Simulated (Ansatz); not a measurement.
# HfO$_{2}$: a changed input and its effect

System: HfO$_{2}$ (P4₂/mnm, 6 atoms in the cell).
Method of run 1: Kohn-Sham DFT of a periodic cell, PBEsol with D4, Ansatz PAW, no spin polarisation (Ansatz 0.2.0).

The structure derives from a Materials Project entry. Text and figures count atoms from 1; the logs count them from 0 in places.

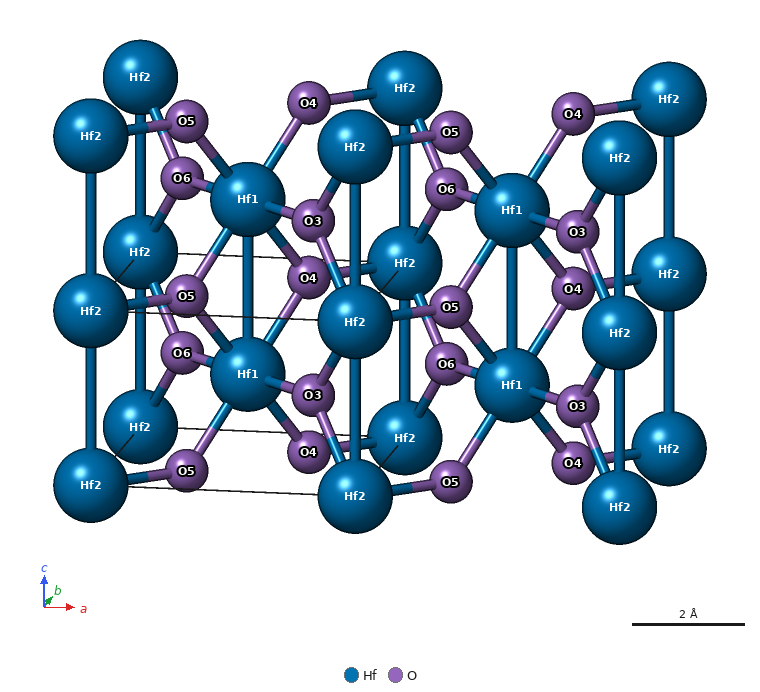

Figure 1. The starting structure (ball-and-stick view of the cell of the calculation, repeated 2 × 1 × 2, seen slightly off an axis; atoms are numbered from 1 in the order of the input). An atom can appear more than once, as a periodic image. Near neighbours in the periodic cell (some may lie outside the picture): Hf has 2 Hf at 3.21 Å and 6 O at 2.08 Å; O has 3 Hf at 2.08 Å.

### Input, run 1
```yaml
crystal:
  lattice:
    - [4.81353299, 0.0, 0.0]
    - [0.0, 4.81353299, 0.0]
    - [0.0, 0.0, 3.20541541]
  atoms:
    - { symbol: Hf, position: [0.5, 0.5, 0.5] }
    - { symbol: Hf, position: [0.0, 0.0, 0.0] }
    - { symbol: O, position: [0.80504488, 0.19495512, 0.5] }
    - { symbol: O, position: [0.69495512, 0.69495512, 0.0] }
    - { symbol: O, position: [0.30504488, 0.30504488, 0.0] }
    - { symbol: O, position: [0.19495512, 0.80504488, 0.5] }
hamiltonian:
  xc: pbesol
  pseudopotentials: { kind: paw }
  dispersion: d4
kpoints:
  mp_grid: { grid: [6, 6, 8] }
scf:
  occupations: { method: fermi_dirac, width: 0.05 }
output:
  forces: true
  stress: true
  eigenvalues: true
relax:
  f_tol: 0.01
  max_steps: 40
  cell: { stress_tol: 0.05 }
```

Launched with:
```bash
ansatz run input.yaml --threads 2 --pin off --max-ram 5632MiB --backend cpu --events-out ev --progress --plain --runs-dir out
```

Hardware: 2 threads of Arm Neoverse V2, 24 GiB of memory available, shared host.

### Output, shortened to warnings, some set-up lines, iterations and results (run 1)
```
Basis set: ecut = 420 eV, 1439 PW (Γ), exchange–correlation on 72×72×48 points (8 copies of the dense FFT grid, shifted against one another)
Symmetry: 16 space group operations
k-points: 50 of 288
Initial density: superposition of atomic densities (neutral atoms: chi_scale 0, normalization atom), corrected by the library's trained network
[...]
SCF iter   1: F=—  HF=-33450.865853 eV  |F-HF|=—  |Δ(HF+E_count)|=         —  Δρ=1.61e-2  dr2=1.54e-1  ethr=1.77e-3  ⟨swp⟩=5.6  Hψ=7513  notcnv=0  defer=9
SCF iter   2: F=—  HF=-33450.827011 eV  |F-HF|=—  |Δ(HF+E_count)|=   3.88e-2  Δρ=2.66e-3  dr2=2.90e-3  ethr=2.03e-4  ⟨swp⟩=2.1  Hψ=4467  notcnv=0  defer=86
SCF iter   3: F=—  HF=-33450.826720 eV  |F-HF|=—  |Δ(HF+E_count)|=   2.91e-4  Δρ=1.34e-3  dr2=9.79e-4  ethr=3.81e-6  ⟨swp⟩=2.0  Hψ=3659  notcnv=0  defer=86
SCF iter   4: F=—  HF=-33450.826837 eV  |F-HF|=—  |Δ(HF+E_count)|=   1.17e-4  Δρ=5.44e-4  dr2=1.99e-4  ethr=1.29e-6  ⟨swp⟩=2.6  Hψ=4235  notcnv=0  defer=86
SCF iter   5: F=—  HF=-33450.826711 eV  |F-HF|=—  |Δ(HF+E_count)|=   1.26e-4  Δρ=1.40e-4  dr2=1.21e-5  ethr=2.61e-7  ⟨swp⟩=2.0  Hψ=4008  notcnv=0  defer=86
[... 19 lines ...]
SCF iter   4: F=—  HF=-33450.826989 eV  |F-HF|=—  |Δ(HF+E_count)|=   4.74e-7  Δρ=6.94e-7  dr2=2.83e-10  ethr=6.33e-12  ⟨swp⟩=2.0  Hψ=3755  notcnv=0
SCF iter   5: F=—  HF=-33450.826989 eV  |F-HF|=—  |Δ(HF+E_count)|=  2.33e-10  Δρ=4.49e-7  dr2=8.54e-11  ethr=1.00e-12  ⟨swp⟩=5.5  Hψ=9173  notcnv=0
SCF iter   6: F=-33450.826989 eV  HF=-33450.826989 eV  |F-HF|=2.91e-11  |Δ(HF+E_count)|=  2.62e-10  Δρ=1.51e-7  dr2=9.35e-12  ethr=1.00e-12  ⟨swp⟩=4.1  Hψ=8039  notcnv=0
SCF 4 converged in 6 iterations: F = -33450.826989 eV  dr2 = 9.35e-12
relax step   4: F+E_penalty+E_count = -33450.82698915 eV  Δ(F+E_penalty+E_count) = -6.755e-4 eV  max|allowed force component| = 6.080e-4 eV/Å  Δτ_max = 0.0000 Å  P = +0.006 …
basis re-selected at this cell: Δ(F+E_penalty+E_count) = -6.755e-4 eV, ΔP = +0.013 GPa vs the last step (what re-selecting the basis moved, of the pressure what is left beyond the Pulay correction that the steps carried, after the strain that the cell walked since its last selection, with what the …
SCF converged after 6 iterations
Free energy (F): -33450.826989 eV
Harris-Foulkes:  -33450.826989 eV  (|F-HF|=2.91e-11)
Internal energy: -33450.826989 eV  (E = F + TS)
E sigma→0 (E₀):  -33450.826989 eV
Fermi energy:    14.460889 eV
--- Per-component energies (eV) ---
  E_band       = -114.267028
  E_kinetic    = 1541.923309
  E_local      = -12958.652864  (includes V_loc(G=0)·N_el)
  E_nonlocal   = -2280.410848
  E_hartree    = 5894.964001
  E_xc         = -885.990701
  E_vxc        = -904.836835  (∫ρ·V_xc dr)
  E_paw        = -14224.478687  (= ΣΔE_a)
  E_vpaw       = 2697.772269  (= ΣTr[D̂ρ^β])
  E_aug_tail   = 0.010004  (compensation charges beyond the density's cutoff)
  E_ewald      = -10540.235790
  E_disp       = -0.598747  (pairwise vdW)
  E_core_change = 2.643335  (= ΣΔE_core)
  E_smearing   = -0.000000  (= −TS)
  E_closure    = -0.000000  (closes the sum)
  Σ components = -33450.826989   (vs F -33450.826989, Δ=0.00e0)
--- Forces (eV/Å), atoms counted from 1 ---
  atom   1  Hf     0.00000000     0.00000000     0.00000000
  atom   2  Hf     0.00000000     0.00000000     0.00000000
  atom   3  O      0.00060804    -0.00060804     0.00000000
  atom   4  O     -0.00060804    -0.00060804     0.00000000
  atom   5  O      0.00060804     0.00060804     0.00000000
  atom   6  O     -0.00060804     0.00060804     0.00000000
  max |Σ_I F_I| component: 5.64e-18 eV/Å
--- Stress (GPa, compression-positive) ---
        0.014844       0.000000       0.000000
        0.000000       0.014844       0.000000
        0.000000       0.000000      -0.010527
  P = ⅓ Tr σ = 0.0064 GPa (0.064 kbar)
--- Relaxed structure (3 steps of the walk, 3 accepted, 1 SCFs on fresh bases) ---
  F+E_penalty+E_count = -33450.82698915 eV   max|allowed force component| = 6.080e-4 eV/Å   (the final SCF, on the basis selected at the relaxed cell)
  cell:  # Å, volume = 74.3827 Å³
    - [4.817240571393166, 1.3784162374611746e-35, 0.0]
    - [1.3784162374611746e-35, 4.817240571393166, 0.0]
    - [0.0, 0.0, 3.2053496433546718]
  atoms:
[...]
```

The input of run 2 differs as follows (lines with − go, lines with + come):
```diff
-  dispersion: d4
+  dispersion: d3bj
+  write_density: true
+  write_potential: true
+  elf: true
+  volumetric_format: npy
```

What does this change do to the results?

The total energies belong to different models, so their difference says nothing on which is more stable or more accurate. The volume per atom goes from 12.40 to 12.34 Å³. The SCF takes 23 iterations over all geometry steps against 21.

### Output, shortened to warnings, some set-up lines, iterations and results (run 2)
```
Basis set: ecut = 420 eV, 1439 PW (Γ), exchange–correlation on 72×72×48 points (8 copies of the dense FFT grid, shifted against one another)
Symmetry: 16 space group operations
k-points: 50 of 288
Initial density: superposition of atomic densities (neutral atoms: chi_scale 0, normalization atom), corrected by the library's trained network
[...]
SCF iter   1: F=—  HF=-33451.456946 eV  |F-HF|=—  |Δ(HF+E_count)|=         —  Δρ=1.61e-2  dr2=1.54e-1  ethr=1.77e-3  ⟨swp⟩=5.6  Hψ=7513  notcnv=0  defer=9
SCF iter   2: F=—  HF=-33451.418104 eV  |F-HF|=—  |Δ(HF+E_count)|=   3.88e-2  Δρ=2.66e-3  dr2=2.90e-3  ethr=2.03e-4  ⟨swp⟩=2.1  Hψ=4467  notcnv=0  defer=86
SCF iter   3: F=—  HF=-33451.417813 eV  |F-HF|=—  |Δ(HF+E_count)|=   2.91e-4  Δρ=1.34e-3  dr2=9.79e-4  ethr=3.81e-6  ⟨swp⟩=2.0  Hψ=3659  notcnv=0  defer=86
SCF iter   4: F=—  HF=-33451.417930 eV  |F-HF|=—  |Δ(HF+E_count)|=   1.17e-4  Δρ=5.44e-4  dr2=1.99e-4  ethr=1.29e-6  ⟨swp⟩=2.6  Hψ=4235  notcnv=0  defer=86
SCF iter   5: F=—  HF=-33451.417804 eV  |F-HF|=—  |Δ(HF+E_count)|=   1.26e-4  Δρ=1.40e-4  dr2=1.21e-5  ethr=2.61e-7  ⟨swp⟩=2.0  Hψ=4008  notcnv=0  defer=86
[... 21 lines ...]
SCF iter   4: F=—  HF=-33451.418526 eV  |F-HF|=—  |Δ(HF+E_count)|=   9.13e-9  Δρ=1.06e-6  dr2=1.12e-9  ethr=1.60e-11  ⟨swp⟩=2.0  Hψ=3800  notcnv=0
SCF iter   5: F=—  HF=-33451.418526 eV  |F-HF|=—  |Δ(HF+E_count)|=  1.16e-10  Δρ=7.40e-7  dr2=3.40e-10  ethr=1.47e-12  ⟨swp⟩=2.0  Hψ=4196  notcnv=0
SCF iter   6: F=-33451.418526 eV  HF=-33451.418526 eV  |F-HF|=0.00e0  |Δ(HF+E_count)|=  1.89e-10  Δρ=1.31e-7  dr2=1.77e-11  ethr=1.00e-12  ⟨swp⟩=5.0  Hψ=11509  notcnv=0
SCF 4 converged in 6 iterations: F = -33451.418526 eV  dr2 = 1.77e-11
relax step   4: F+E_penalty+E_count = -33451.41852642 eV  Δ(F+E_penalty+E_count) = +1.025e-3 eV  max|allowed force component| = 4.694e-3 eV/Å  Δτ_max = 0.0000 Å  P = -0.008 …
basis re-selected at this cell: Δ(F+E_penalty+E_count) = +1.025e-3 eV, ΔP = -0.029 GPa vs the last step (what re-selecting the basis moved, of the pressure what is left beyond the Pulay correction that the steps carried, after the strain that the cell walked since its last selection, with what the …
SCF converged after 6 iterations
Free energy (F): -33451.418526 eV
Harris-Foulkes:  -33451.418526 eV  (|F-HF|=0.00e0)
Internal energy: -33451.418526 eV  (E = F + TS)
E sigma→0 (E₀):  -33451.418526 eV
Fermi energy:    14.551791 eV
--- Per-component energies (eV) ---
  E_band       = -107.027346
  E_kinetic    = 1542.801407
  E_local      = -12930.420099  (includes V_loc(G=0)·N_el)
  E_nonlocal   = -2280.262411
  E_hartree    = 5884.334474
  E_xc         = -886.241520
  E_vxc        = -905.166170  (∫ρ·V_xc dr)
  E_paw        = -14224.713848  (= ΣΔE_a)
  E_vpaw       = 2697.340748  (= ΣTr[D̂ρ^β])
  E_aug_tail   = 0.010040  (compensation charges beyond the density's cutoff)
  E_ewald      = -10558.375034
  E_disp       = -1.194869  (pairwise vdW)
  E_core_change = 2.643335  (= ΣΔE_core)
  E_smearing   = -0.000000  (= −TS)
  E_closure    = -0.000000  (closes the sum)
  Σ components = -33451.418526   (vs F -33451.418526, Δ=0.00e0)
--- Forces (eV/Å), atoms counted from 1 ---
  atom   1  Hf    -0.00000000    -0.00000000     0.00000000
  atom   2  Hf     0.00000000    -0.00000000     0.00000000
  atom   3  O     -0.00469420     0.00469420     0.00000000
  atom   4  O      0.00469420     0.00469420     0.00000000
  atom   5  O     -0.00469420    -0.00469420     0.00000000
  atom   6  O      0.00469420    -0.00469420     0.00000000
  max |Σ_I F_I| component: 1.73e-18 eV/Å
--- Stress (GPa, compression-positive) ---
       -0.004224       0.000000       0.000000
        0.000000      -0.004224       0.000000
        0.000000       0.000000      -0.015579
  P = ⅓ Tr σ = -0.0080 GPa (-0.080 kbar)
--- Relaxed structure (3 steps of the walk, 3 accepted, 1 SCFs on fresh bases) ---
  F+E_penalty+E_count = -33451.41852642 eV   max|allowed force component| = 4.694e-3 eV/Å   (the final SCF, on the basis selected at the relaxed cell)
  cell:  # Å, volume = 74.0241 Å³
    - [4.807998750733287, 6.892081187305873e-36, 0.0]
    - [6.892081187305873e-36, 4.807998750733287, 0.0]
    - [0.0, 0.0, 3.2021688098208987]
  atoms:
[...]
```

### The two runs side by side

| quantity | run 1 | run 2 |
| --- | --- | --- |
| outcome | converged | converged |
| free energy per atom (eV) | −5575.1378 | −5575.2364 |
| gap on the mesh (eV) | 3.92 | 3.93 |
| pressure (GPa) | 0.01 | −0.01 |
| volume per atom (Å³) | 12.40 | 12.34 |
| largest force (eV/Å) | 0.001 | 0.007 |
| SCF iterations | 21 | 23 |
| irreducible k-points | 50 | 50 |
| wall time (shared host) | 19 s | 23 s |

For both runs: Spin–orbit coupling is left out, which matters for Hf.
